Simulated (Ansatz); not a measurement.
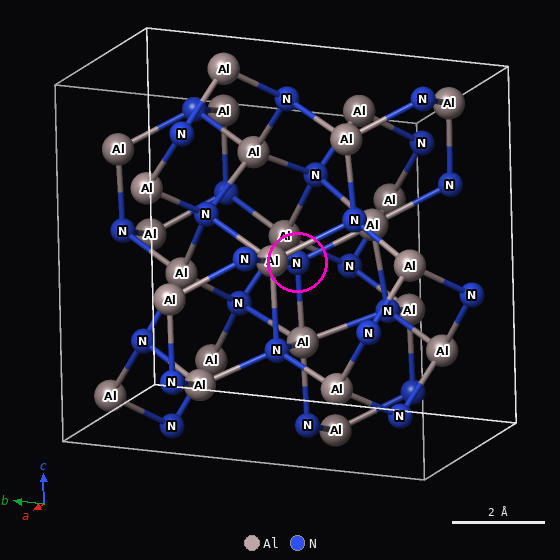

Crystal structure, ball-and-stick style, seen from a general direction. The wireframe shows the supercell. The host is AlN, in a cell of 48 sites, and the cell carries a charge of -1. A ring marks the defect's site.

> What imperfection does the supercell contain?

An interstitial nitrogen atom. It is bonded to three Al in a trigonal pyramidal arrangement at about 1.8 Å.

The atoms were relaxed in the host's cell with DFT PBE, scalar-relativistic, plane waves, PAW in Ansatz.
